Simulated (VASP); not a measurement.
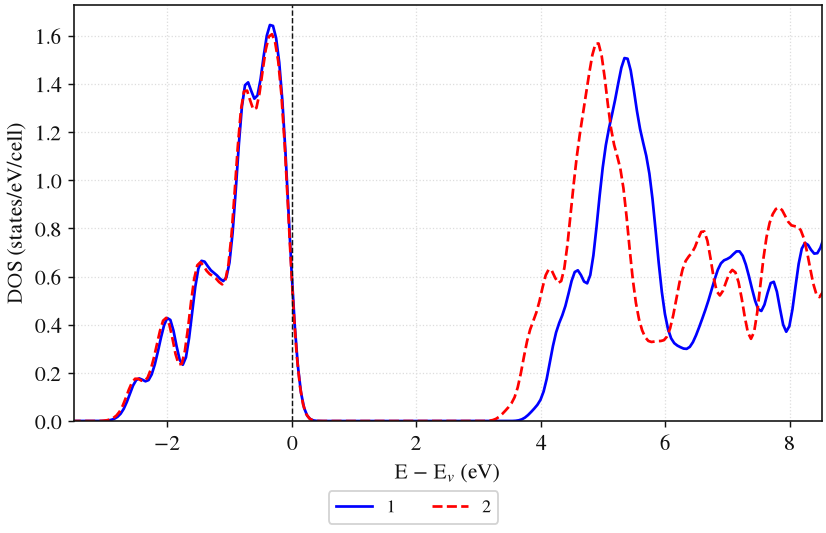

Total densities of states of NaH, space group I-4m2, 2 atoms in the cell, zincblende type, uniaxial (x) strain +5.6%, by two methods on the same cell. The curves are built from the levels of the k mesh with Gaussians 0.3 eV wide, which also blur the band edges. Each is counted from its own valence-band top.

Which curve is which? The methods: r2SCAN (VASP), PBE (VASP).

1 is r2SCAN (VASP); 2 is PBE (VASP). r2SCAN (VASP) gives a gap of 3.95 eV and PBE (VASP) gives a gap of 3.51 eV.

Settings. r2SCAN (VASP): DFT, r2SCAN, plane waves, PAW, 8×8×8 k mesh, 520 eV cutoff, Gaussian smearing of 0.01 eV (VASP 6.6.1). PBE (VASP): DFT, PBE, plane waves, PAW, 8×8×8 k mesh, 520 eV cutoff, Fermi-Dirac smearing of 0.02 eV (VASP 6.6.1).
